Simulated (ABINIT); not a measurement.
# Co: optical-spectrum calculation (part 1 of 2)

System: Co (P6₃/mmc, 4 atoms in the cell).
Method: Kohn-Sham DFT of a periodic cell, PBE, PseudoDojo NC SR PBE v0.4.1 standard, spin-polarised (ABINIT 10.8.3).

The structure derives from a Materials Project entry.

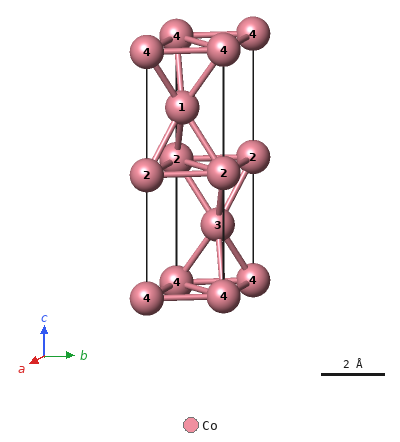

*The structure (ball-and-stick view of the cell of the calculation, seen slightly off an axis; atoms are numbered from 1 in the order of the input). An atom can appear more than once, as a periodic image.*

Near neighbours in the periodic cell (some may lie outside the picture): Co has 12 Co at 2.47 Å.

The input
```
# Datasets
ndtset 3

# Pseudopotentials
pp_dirpath "./"
pseudos "Co.upf"

# Structure
acell 3*1.0
rprim
     4.6686851399     0.0000000000     0.0000000000
    -2.3343425700     4.0431999334     0.0000000000
     0.0000000000     0.0000000000    15.2845467139
ntypat 1
znucl 27
natom 4
typat 1 1 1 1
xred
            2/3            1/3            3/4
            0.0            0.0            1/2
            1/3            2/3            1/4
            0.0            0.0            0.0

# Plane-wave basis
ecut 46.0

# k points
ngkpt 14 14 4
nshiftk 1
shiftk 0.0 0.0 0.5
istwfk *1

# Exchange and correlation
ixc 11

# Bands and occupations
occopt 7
tsmear 0.00367493

# Spin
nsppol 2
spinat
     0.0000000000     0.0000000000     2.0000000000
     0.0000000000     0.0000000000     2.0000000000
     0.0000000000     0.0000000000     2.0000000000
     0.0000000000     0.0000000000     2.0000000000

# SCF cycle
nstep 80

# Output
iomode 3
prteig 0
prtebands 0

# Dataset 1: ground state
nband1 43
tolvrs1 1.0e-12
prtden1 1
prtwf1 0
kptopt1 1

# Dataset 2: empty bands at fixed density
iscf2 -3
getden2 1
nband2 46
nbdbuf2 4
tolwfr2 1.0e-12
nstep2 120
prtden2 0
kptopt2 1

# Dataset 3: wave functions and velocity matrix elements in the full zone
optdriver3 8
wfk_task3 "wfk_optics_fullbz"
getwfk3 2
nband3 42
kptopt3 1
prtevk3 1
inclvkb3 2
```

File optic.abi
```
&FILES
 ddkfile_1 = 'runo_DS3_1_EVK.nc',
 ddkfile_2 = 'runo_DS3_2_EVK.nc',
 ddkfile_3 = 'runo_DS3_3_EVK.nc',
 wfkfile = 'runo_DS3_WFK.nc'
/
&PARAMETERS
 broadening = 0.005512,
 domega = 0.002,
 maxomega = 0.8,
 scissor = 0.000000,
 tolerance = 0.002
/
&COMPUTATIONS
 num_lin_comp = 2,
 lin_comp = 11,33,
 num_nonlin_comp = 0
/
```

Hardware: 4 threads of Intel Xeon @ 2.50GHz (Skylake/Cascade Lake), 189 GiB of memory available, shared host.

Command:
```bash
mpirun --bind-to none -np 4 abinit run.abi > log 2>&1
optic optic.abi > optic.log 2>&1
```

Output
```
.Version 10.8.3 of ABINIT
 DATASET    1 : space group P6_3/m m c (#194); Bravais hP (primitive hexag.)
================================================================================
 Values of the parameters that define the memory need for DATASET  1.
     intxc =       0    ionmov =       0      iscf =       7    lmnmax =       6
     lnmax =       6     mgfft =      96  mpssoang =       3    mqgrid =    4667
     natom =       4  nloc_mem =       1    nspden =       2   nspinor =       1
    nsppol =       2      nsym =      24    n1xccc =    2501    ntypat =       1
    occopt =       7   xclevel =       2
       mpw =        4328          nfft =       86400          nkpt =          48
================================================================================
================================================================================

 DATASET    2 : space group P6_3/m m c (#194); Bravais hP (primitive hexag.)
================================================================================
 Values of the parameters that define the memory need for DATASET  2.
     intxc =       0    ionmov =       0      iscf =      -3    lmnmax =       6
     lnmax =       6     mgfft =      96  mpssoang =       3    mqgrid =    4667
     natom =       4  nloc_mem =       1    nspden =       2   nspinor =       1
    nsppol =       2      nsym =      24    n1xccc =    2501    ntypat =       1
    occopt =       7   xclevel =       2
       mpw =        4328          nfft =       86400          nkpt =          48
================================================================================
================================================================================

 DATASET    3 : space group P6_3/m m c (#194); Bravais hP (primitive hexag.)
================================================================================
 Values of the parameters that define the memory need for DATASET  3.
     intxc =       0    ionmov =       0      iscf =       7    lmnmax =       6
     lnmax =       6     mgfft =      96  mpssoang =       3    mqgrid =    4667
     natom =       4  nloc_mem =       1    nspden =       2   nspinor =       1
    nsppol =       2      nsym =      24    n1xccc =    2501    ntypat =       1
    occopt =       7   xclevel =       2
       mpw =        4328          nfft =       86400          nkpt =          48
================================================================================
================================================================================

--------------------------------------------------------------------------------
------------- Echo of variables that govern the present computation ------------
--------------------------------------------------------------------------------
 -outvars: echo values of preprocessed input variables --------
            acell      1.0000000000E+00  1.0000000000E+00  1.0000000000E+00 Bohr
              amu      5.89332000E+01
             ecut      4.60000000E+01 Hartree
           getden1          0
           getden2          1
           getden3          0
           getwfk1          0
           getwfk2          0
           getwfk3          2
             iscf1          7
             iscf2         -3
             iscf3          7
              ixc          11
           jdtset        1    2    3
         kptrlatt       14    0    0      0   14    0      0    0    4
          kptrlen      6.11381869E+01
            natom           4
            nband1         43
            nband2         46
            nband3         42
           nbdbuf1          0
           nbdbuf2          4
           nbdbuf3          0
           ndtset           3
            ngfft          30      30      96
             nkpt          48
           nspden           2
           nsppol           2
            nstep1         80
            nstep2        120
            nstep3         80
             nsym          24
           ntypat           1
           occopt           7
        optdriver1          0
        optdriver2          0
        optdriver3          8
           prtden1          1
           prtden2          0
           prtden3          1
        prtebands           0
           prteig           0
           prtevk1          0
           prtevk2          0
           prtevk3          1
            prtwf1          0
            prtwf2          1
            prtwf3          1
            rprim      4.6686851399E+00  0.0000000000E+00  0.0000000000E+00
                      -2.3343425700E+00  4.0431999334E+00  0.0000000000E+00
                       0.0000000000E+00  0.0000000000E+00  1.5284546714E+01
           shiftk      0.00000000E+00  0.00000000E+00  5.00000000E-01
          spgroup         194
           spinat      0.0000000000E+00  0.0000000000E+00  2.0000000000E+00
                       0.0000000000E+00  0.0000000000E+00  2.0000000000E+00
                       0.0000000000E+00  0.0000000000E+00  2.0000000000E+00
                       0.0000000000E+00  0.0000000000E+00  2.0000000000E+00
           tolvrs1     1.00000000E-12
           tolvrs2     0.00000000E+00
           tolvrs3     0.00000000E+00
           tolwfr1     0.00000000E+00
           tolwfr2     1.00000000E-12
           tolwfr3     0.00000000E+00
           tsmear      3.67493000E-03 Hartree
            typat      1  1  1  1
         wfk_task1          0
         wfk_task2          0
         wfk_task3          7
           xangst      1.2352808896E+00  7.1318975414E-01  6.0661753459E+00
                       0.0000000000E+00  0.0000000000E+00  4.0441168972E+00
                      -1.7639209192E-11  1.4263795083E+00  2.0220584486E+00
                       0.0000000000E+00  0.0000000000E+00  0.0000000000E+00
            xcart      2.3343425699E+00  1.3477333111E+00  1.1463410035E+01
                       0.0000000000E+00  0.0000000000E+00  7.6422733569E+00
                      -3.3333274450E-11  2.6954666223E+00  3.8211366785E+00
                       0.0000000000E+00  0.0000000000E+00  0.0000000000E+00
             xred      6.6666666667E-01  3.3333333333E-01  7.5000000000E-01
                       0.0000000000E+00  0.0000000000E+00  5.0000000000E-01
                       3.3333333333E-01  6.6666666667E-01  2.5000000000E-01
                       0.0000000000E+00  0.0000000000E+00  0.0000000000E+00
            znucl       27.00000

================================================================================

 chkinp: Checking input parameters for consistency, jdtset=   1.

 chkinp: Checking input parameters for consistency, jdtset=   2.

 chkinp: Checking input parameters for consistency, jdtset=   3.

================================================================================
== DATASET  1 ==================================================================

--- !DatasetInfo
iteration_state: {dtset: 1, }
dimensions: {natom: 4, nkpt: 48, mband: 43, nsppol: 2, nspinor: 1, nspden: 2, mpw: 4328, }
cutoff_energies: {ecut:  46.0, pawecutdg:  -1.0, }
electrons: {nelect:   6.80000000E+01, charge:   0.00000000E+00, occopt:   7.00000000E+00, tsmear:   3.67493000E-03, }
meta: {optdriver: 0, ionmov: 0, optcell: 0, iscf: 7, paral_kgb: 0, }
...

 Exchange-correlation functional for the present dataset will be:
  GGA: Perdew-Burke-Ernzerhof functional - ixc=11
  J.P.Perdew, K.Burke, M.Ernzerhof, PRL 77, 3865 (1996)

 Real(R)+Recip(G) space primitive vectors, cartesian coordinates (Bohr,Bohr^-1):
 R(1)=  4.6686851  0.0000000  0.0000000  G(1)=  0.2141931  0.1236644  0.0000000
 R(2)= -2.3343426  4.0431999  0.0000000  G(2)=  0.0000000  0.2473289  0.0000000
 R(3)=  0.0000000  0.0000000 15.2845467  G(3)=  0.0000000  0.0000000  0.0654256
 Unit cell volume ucvol=  2.8851764E+02 bohr^3
 Angles (23,13,12)=  9.00000000E+01  9.00000000E+01  1.20000000E+02 degrees

 getcut: wavevector=  0.0000  0.0000  0.0000  ngfft=  30  30  96
         ecut(hartree)=     46.000   => boxcut(ratio)=   2.05719

--- Pseudopotential description ------------------------------------------------
- pspini: atom type   1  psp file is ./Co.upf
  27.00000  17.00000  171031                  znucl, zion, pspdat
12 -101130 2 -1 1388                          pspcod,pspxc,lmax,lloc,mmax
     nproj     2     2     2

   5.09895729E+03                                ecore*ucvol(ha*bohr**3)
--------------------------------------------------------------------------------

================================================================================

--- !BeginCycle
iteration_state: {dtset: 1, }
solver: {iscf: 7, nstep: 80, nline: 4, wfoptalg: 0, }
tolerances: {tolvrs: 1.00E-12, }
...

     iter   Etot(hartree)      deltaE(h)  residm     vres2   difmagsph maxmagsph
 ETOT  1  -611.37308954094    -6.114E+02 4.987E-01 3.316E+02 9.899E-01 9.899E-01
 ETOT  2  -611.75394406139    -3.809E-01 2.793E-02 2.489E+03 6.040E-01 1.594E+00
 ETOT  3  -611.69916579292     5.478E-02 8.681E-03 6.787E+03 4.539E-01 1.641E+00
 ETOT  4  -612.13243678106    -4.333E-01 1.005E-02 9.945E+01 3.990E-01 1.539E+00
 ETOT  5  -612.14535183340    -1.292E-02 3.589E-03 8.116E+00 1.117E-01 1.601E+00
 ETOT  6  -612.14796423816    -2.612E-03 4.877E-03 1.931E+00 1.163E-01 1.692E+00
 ETOT  7  -612.14830812093    -3.439E-04 2.360E-03 2.915E-01 4.985E-02 1.742E+00
 ETOT  8  -612.14834550076    -3.738E-05 2.887E-03 8.287E-02 3.913E-03 1.745E+00
 ETOT  9  -612.14835103206    -5.531E-06 3.496E-03 1.548E-02 1.190E-03 1.746E+00
 ETOT 10  -612.14835158715    -5.551E-07 2.750E-03 6.502E-03 5.777E-04 1.747E+00
 ETOT 11  -612.14835182498    -2.378E-07 1.971E-03 2.465E-03 1.294E-04 1.746E+00
 ETOT 12  -612.14835197188    -1.469E-07 9.762E-04 4.219E-06 6.529E-05 1.746E+00
 ETOT 13  -612.14835197173     1.513E-10 5.793E-04 8.516E-06 2.638E-05 1.746E+00
 ETOT 14  -612.14835197227    -5.372E-10 3.876E-04 2.833E-07 1.163E-05 1.746E+00
 ETOT 15  -612.14835197229    -2.058E-11 3.000E-04 3.407E-08 2.830E-06 1.746E+00
 ETOT 16  -612.14835197228     5.571E-12 3.451E-04 1.330E-10 1.486E-06 1.746E+00
 ETOT 17  -612.14835197229    -9.550E-12 2.479E-04 1.832E-10 9.277E-08 1.746E+00
 ETOT 18  -612.14835197229    -5.684E-13 2.776E-04 8.553E-11 2.124E-07 1.746E+00
 ETOT 19  -612.14835197230    -5.798E-12 1.875E-04 1.240E-11 1.786E-07 1.746E+00
 ETOT 20  -612.14835197228     1.523E-11 2.061E-04 2.078E-11 4.070E-08 1.746E+00
 ETOT 21  -612.14835197229    -1.251E-12 1.327E-04 5.340E-13 4.665E-09 1.746E+00

 At SCF step   21       vres2   =  5.34E-13 < tolvrs=  1.00E-12 =>converged.

 Cartesian components of stress tensor (hartree/bohr^3)
  sigma(1 1)= -1.80645797E-04  sigma(3 2)=  0.00000000E+00
  sigma(2 2)= -1.80645796E-04  sigma(3 1)=  0.00000000E+00
  sigma(3 3)= -8.37218631E-05  sigma(2 1)=  7.55246348E-13

--- !ResultsGS
iteration_state: {dtset: 1, }
comment   : Summary of ground state results
lattice_vectors:
- [  4.6686851,   0.0000000,   0.0000000, ]
- [ -2.3343426,   4.0431999,   0.0000000, ]
- [  0.0000000,   0.0000000,  15.2845467, ]
lattice_lengths: [   4.66869,    4.66869,   15.28455, ]
lattice_angles: [ 90.000,  90.000, 120.000, ] # degrees, (23, 13, 12)
lattice_volume:   2.8851764E+02
convergence: {deltae: -1.251E-12, res2:  5.340E-13, residm:  1.327E-04, diffor: null, }
etotal    :  -6.12148352E+02
entropy   :   0.00000000E+00
fermie    :   4.60955709E-01
cartesian_stress_tensor: # hartree/bohr^3
- [ -1.80645797E-04,   7.55246348E-13,   0.00000000E+00, ]
- [  7.55246348E-13,  -1.80645796E-04,   0.00000000E+00, ]
- [  0.00000000E+00,   0.00000000E+00,  -8.37218631E-05, ]
pressure_GPa:   4.3642E+00
xred      :
- [  6.6667E-01,   3.3333E-01,   7.5000E-01, Co]
- [  0.0000E+00,   0.0000E+00,   5.0000E-01, Co]
- [  3.3333E-01,   6.6667E-01,   2.5000E-01, Co]
- [  0.0000E+00,   0.0000E+00,   0.0000E+00, Co]
cartesian_forces: # hartree/bohr
- [ -0.00000000E+00,   6.65968853E-29,  -5.16116650E-32, ]
- [ -0.00000000E+00,   6.65968853E-29,   1.72038883E-32, ]
- [ -0.00000000E+00,  -1.99790656E-28,   1.72038883E-32, ]
- [ -0.00000000E+00,   6.65968853E-29,   1.72038883E-32, ]
force_length_stats: {min:   6.65968875E-29, max:   1.99790657E-28, mean:   9.98953343E-29, }
...

 Integrated electronic and magnetization densities in atomic spheres:
 ------------------------------------------------------------------------------------------------------------
 Radius=ratsph(iatom), smearing ratsm=  0.0000. Diff(up-dn)=approximate z local magnetic moment.
    Atom    Radius    up_density   dn_density  Total(up+dn)  Diff(up-dn)
    1 Co   2.00000     8.500109     6.753709     15.253818     1.746400
    2 Co   2.00000     8.492679     6.765577     15.258256     1.727103
    3 Co   2.00000     8.500109     6.753709     15.253818     1.746400
    4 Co   2.00000     8.492679     6.765577     15.258256     1.727103
 ------------------------------------------------------------------------------------------------------------
  Sum:                33.985577    27.038571     61.024148     6.947006
 Total magnetization (from the atomic spheres):                6.947006
 Total magnetization (exact up - dn):                          6.619018

================================================================================

 ----iterations are completed or convergence reached----

 Mean square residual over all n,k,spin=   13.149E-08; max=  13.273E-05
 reduced coordinates (array xred) for    4 atoms
       0.666666666667      0.333333333333      0.750000000000
       0.000000000000      0.000000000000      0.500000000000
       0.333333333333      0.666666666667      0.250000000000
       0.000000000000      0.000000000000      0.000000000000
 rms dE/dt=  3.1092E-28; max dE/dt=  1.0771E-27; dE/dt below (all hartree)
    1       0.000000000000      0.000000000000      0.000000000000
    2       0.000000000000      0.000000000000      0.000000000000
    3       0.000000000000      0.000000000000      0.000000000000
    4       0.000000000000      0.000000000000      0.000000000000
```
